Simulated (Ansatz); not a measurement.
Al₄₇N₄₈: several calculations on one system

**1. Relaxation**

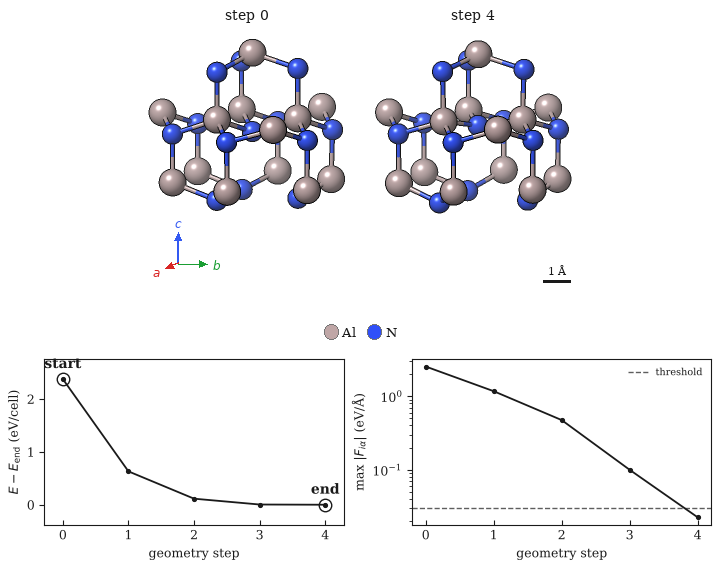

First and last geometry of a relaxation of a defect cell of composition Al₄₇N₄₈ (cell charge −2), with the history of the run. A ball-and-stick model of the atoms within 4.2 Å of the atom that moves most (axes of the cell of the calculation (origin shifted)), seen slightly off an axis.

The atoms of the start lie slightly off their symmetric places, so part of the fall in energy undoes that.

Level of theory: Ansatz, DFT, PBEsol, PAW, plane waves. (plane-wave cutoff 420 eV; k-point mesh 1 × 1 × 1; mesh shifted by (0.25, 0.25, 0.25); collinear spin; atoms relaxed in a fixed cell; force threshold 0.03 eV/Å; at most 80 steps)

Read the history and describe the run.

Answer. It converged. Over 4 geometry steps the energy falls by 2.377 eV per cell of the calculation. Largest force component: 2.5 eV/Å at the start, 0.023 eV/Å at the end. The largest move is that of an N atom, 0.24 Å along +c. By element the largest moves are N 0.24 Å, Al 0.07 Å. The lattice vectors keep their values. Near-neighbour distances that change, for instance: Al–N 1.923 → 1.814 Å, Al–N 1.900 → 1.808 Å, Al–N 1.846 → 1.931 Å, Al–N 1.884 → 1.802 Å. Bond angles that change, for instance: Al–N–Al 108.2° → 117.2°, N–Al–N 110.6° → 102.1°, N–Al–N 107.6° → 115.0°.

Limits of the set-up: the cell is charged, on a uniform background, and energies carry no finite-size correction.

**2. Relaxation**

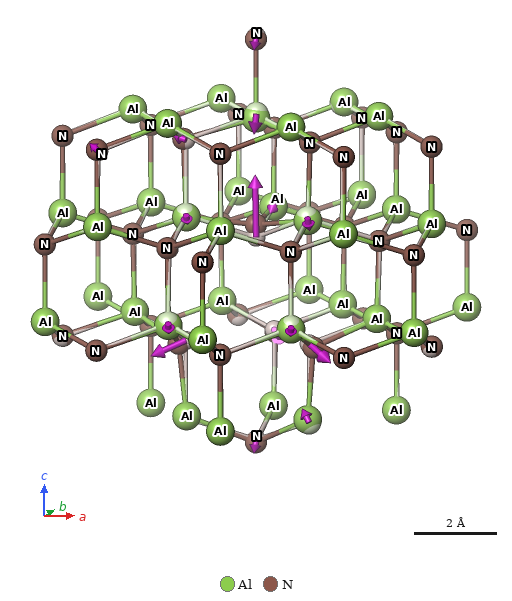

A relaxation of a defect cell of composition Al47N48 (cell charge −3). The starting structure is drawn faded, the final one solid; purple arrows show the displacements, 5 times their true length.

The picture is a ball-and-stick view of the atoms within 5.8 Å of the atom that moves most (axes of the cell of the calculation (origin shifted)), seen slightly off an axis.

The atoms of the start lie slightly off their symmetric places, so part of the fall in energy undoes that.

These are results of DFT, PBEsol, PAW, plane waves in Ansatz 0.2.0, not measurements. Set-up: plane-wave cutoff 420 eV; k-point mesh 1 × 1 × 1; mesh shifted by (0.25, 0.25, 0.25); no spin polarisation; atoms relaxed in a fixed cell; force threshold 0.03 eV/Å; at most 80 steps.

**Atoms of which element are displaced furthest, and by how much?**

Nitrogen: up to 0.31 Å, against 0.10 Å for aluminium.

**Describe the change and its energy.**

Over 4 geometry steps the energy falls by 3.247 eV per cell of the calculation. Largest force component: 3.3 eV/Å at the start, 0.027 eV/Å at the end. The atom that moves furthest is an N atom (0.31 Å along +c). By element the largest moves are N 0.31 Å, Al 0.10 Å. The cell doesn't change. Near-neighbour distances that change, for instance: Al–N 1.947 → 1.808 Å, Al–N 1.923 → 1.793 Å, Al–N 1.895 → 1.794 Å, Al–N 1.846 → 1.939 Å. Among the angles between lasting bonds that change: N–Al–N 110.6° → 100.1°, Al–N–Al 108.2° → 118.0°, N–Al–N 108.8° → 100.1°. Cost: 3.9 s on 1 × NVIDIA GB200 with 8 threads of Arm Neoverse-V2, peak memory 1.9 GiB.

Limits of the set-up: the cell is charged, on a uniform background, and energies carry no finite-size correction.

**3. Defect**

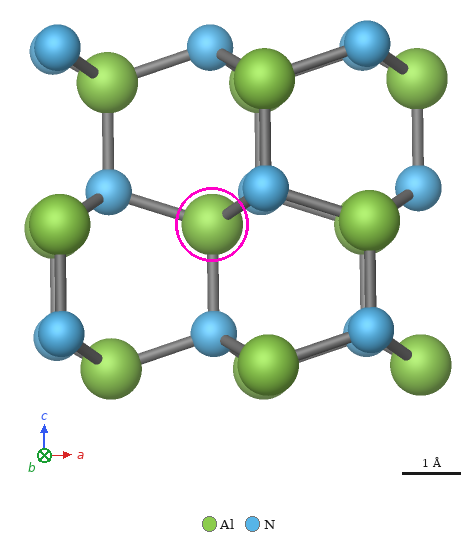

Perfect AlN. The picture is a ball-and-stick view of the atoms within 4.6 Å of one point, in a slice 5.0 Å thick across the line of sight, seen along the b axis.

Computed with DFT, PBEsol, PAW, plane waves in Ansatz. Set-up: plane-wave cutoff 420 eV; k-point mesh 1 × 1 × 1; mesh shifted by (0.25, 0.25, 0.25); collinear spin. Fermi-Dirac smearing of 0.01 eV. The axes drawn are those of the host's conventional cell.

An aluminium atom is taken out (a vacancy) at the ringed place, in charge state 0. The supercell has 96 sites, and the atoms are relaxed at the host's cell.

**Predict the relaxed surroundings of the defect.**

Around the empty Al site the host had 4 N at 1.89 to 1.90 Å; after relaxation the nearest atoms are 4 N at 2.08 to 2.11 Å. Of the host's atoms, a nitrogen atom moves furthest from its site, by 0.20 Å. The cell's net moment is 3.00 μB.

The relaxed defect, seen from the same direction:

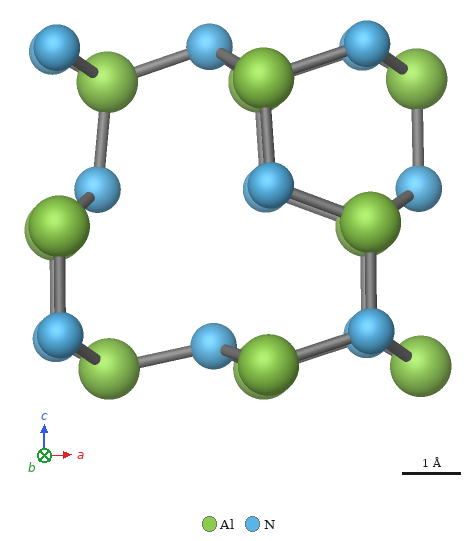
